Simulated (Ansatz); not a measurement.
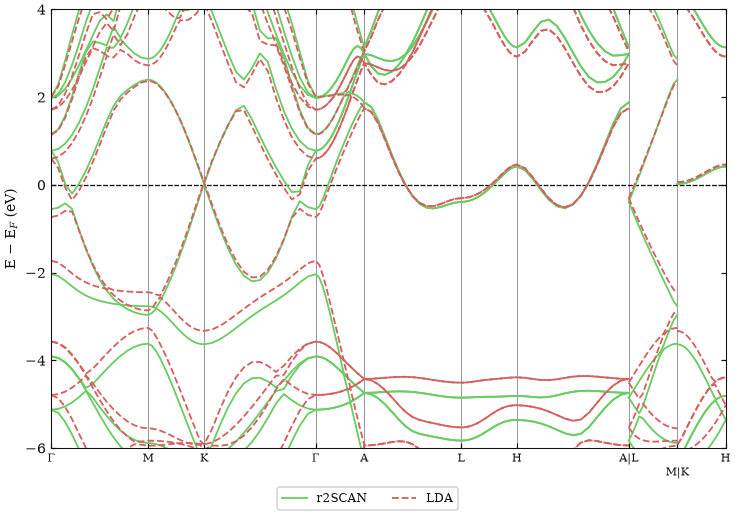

Band structures of NiAs-type HfN, space group P6_3/mmc (No. 194), 4 atoms in the cell (a = 3.134 Å, c = 5.417 Å (hexagonal axes)), by two methods on the same cell. Each is counted from its own Fermi level.

**What changes from one method to the other?**

Both give a metal. Levels within 1 eV of the Fermi level in either run differ by 0.08 eV on average and by 0.19 eV at most (between Γ and M). Filled levels 1 to 5 eV under it lie 0.31 eV deeper on average in r2SCAN than in LDA.

Settings. r2SCAN: Ansatz PAW, no spin polarisation, no spin-orbit coupling, 10×10×5 k mesh, 500 eV cutoff, Fermi-Dirac smearing of 0.05 eV (Ansatz 0.2.0). LDA: Ansatz PAW, no spin polarisation, no spin-orbit coupling, 10×10×5 k mesh, 420 eV cutoff, Fermi-Dirac smearing of 0.05 eV (Ansatz 0.2.0).

Bands are joined in order of energy. The cell is at −9 GPa in LDA and 2 GPa in r2SCAN. Spin-orbit coupling is left out, which matters for Hf. The PAW data sets were made with another functional. The usual form of HfN is rocksalt.
